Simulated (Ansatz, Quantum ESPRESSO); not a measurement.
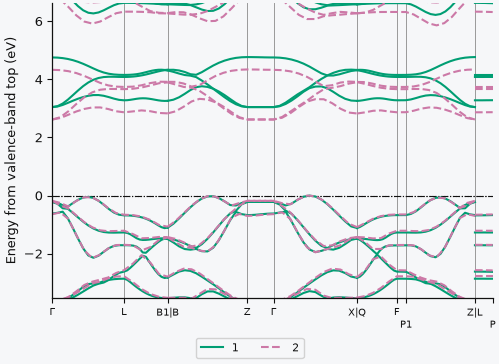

Band structures of TiO2, space group R-3m (No. 166), 3 atoms in the primitive cell (a = 2.995 Å, c = 20.945 Å (hexagonal axes)), by two methods on the same cell. Each is counted from its own valence-band top.

### Which curve is which? The methods: LDA (Quantum ESPRESSO), r2SCAN (Ansatz).

1 is r2SCAN (Ansatz); 2 is LDA (Quantum ESPRESSO). r2SCAN (Ansatz) gives a gap of 3.04 eV along the path and LDA (Quantum ESPRESSO) gives a gap of 2.62 eV along the path.

Settings. r2SCAN (Ansatz): Ansatz PAW, no spin polarisation, no spin-orbit coupling, 10×10×10 k mesh, 500 eV cutoff, Fermi-Dirac smearing of 0.05 eV (Ansatz 0.2.0). LDA (Quantum ESPRESSO): GBRV 1.5 LDA, no spin polarisation, no spin-orbit coupling, 6×6×6 k mesh, 612 eV cutoff, Fermi-Dirac smearing of 0.05 eV (Quantum ESPRESSO).

In reduced coordinates of the cell that was run, L is (0.5, 0, 0), B1 is (0.5, 0.177, −0.177), B is (0.823, 0.5, 0.177), Z is (0.5, 0.5, 0.5), X is (0.338, 0, −0.338), Q is (0.662, 0.338, 0), F is (0.5, 0.5, 0), P1 is (0.662, 0.662, 0.177) and P is (0.823, 0.338, 0.338). The two runs differ in program as well. The cell is at −3 GPa in r2SCAN (Ansatz) and −7 GPa in LDA (Quantum ESPRESSO). LDA, GGA and most meta-GGA functionals understate gaps. The usual form of TiO2 is rutile or anatase. r2SCAN (Ansatz): the PAW data sets were made with another functional.
